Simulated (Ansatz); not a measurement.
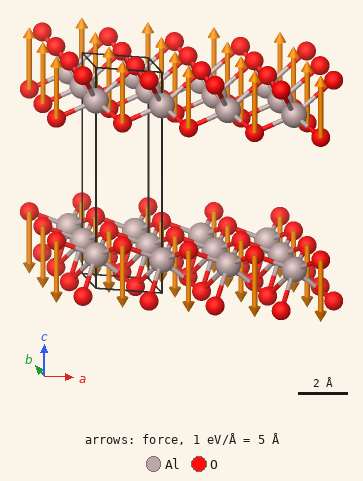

Starting geometry of a crystal of Al$_{2}$O$_{3}$ (set up in P-6m2) with the computed forces as orange arrows. Style: ball-and-stick. Shown: the cell of the calculation, repeated 3 × 2 × 1 with one cell outlined, slightly off an axis.

The run lets cell and atoms move.

These are results of Kohn-Sham DFT of a periodic cell, LDA, Ansatz PAW in Ansatz, not measurements.

Input
```yaml
crystal:
  lattice:
    - [2.8843249483, 0.0, 0.0]
    - [-1.4421624742, 2.497898678, 0.0]
    - [0.0, 0.0, 9.33675446]
  atoms:
    - { symbol: Al, position: [0.0, 0.0, 0.85000767] }
    - { symbol: Al, position: [0.0, 0.0, 0.14999233] }
    - { symbol: O, position: [0.3333333333, 0.6666666667, 0.77768308] }
    - { symbol: O, position: [0.6666666667, 0.3333333333, 0.0] }
    - { symbol: O, position: [0.3333333333, 0.6666666667, 0.22231692] }
hamiltonian:
  xc: lda
  pseudopotentials: { kind: paw }
kpoints:
  mp_grid: { grid: [11, 11, 3] }
scf:
  occupations: { method: fermi_dirac, width: 0.05 }
output:
  forces: true
  stress: true
  eigenvalues: true
  write_density: true
  write_potential: true
  elf: true
  volumetric_format: npy
relax:
  f_tol: 0.01
  max_steps: 40
  cell: { stress_tol: 0.05 }
```

Launched with:
```bash
ansatz run input.yaml --threads 2 --pin off --max-ram 5632MiB --backend cpu --events-out ev --progress --plain --runs-dir out
```

Question: What follows when this structure is relaxed?

Answer: It isn't relaxed: the largest force vector, on O atoms, is 0.53 eV/Å. The final displacements follow the starting forces only in part (cosine between the two patterns 0.76). The largest moves relative to the cell, 0.037 Å, are those of O atoms. By element the largest moves are O 0.037 Å, Al 0.029 Å. The drawn cell changes as follows: a = b 2.884 → 2.838 Å (−1.6 %), c 9.337 → 9.345 Å (+0.1 %); the volume changes by −3.1 %. Some distances before and after: Al–O 2.176 → 2.137 Å, Al–O 1.797 → 1.769 Å. The space group stays P-6m2 (No. 187). Over 6 accepted moves (8 points after the start) the energy falls by 73.1 meV per cell of the calculation. Largest force component: 0.53 eV/Å at the start, 0.00088 eV/Å at the end. Pressure: −6.97 GPa at the start and −0.02 GPa at the end. The SCF was repeated twice at an unchanged geometry on a basis and grid sized afresh for the cell, which shifted the energy by 6.7 meV per cell of the calculation at most.
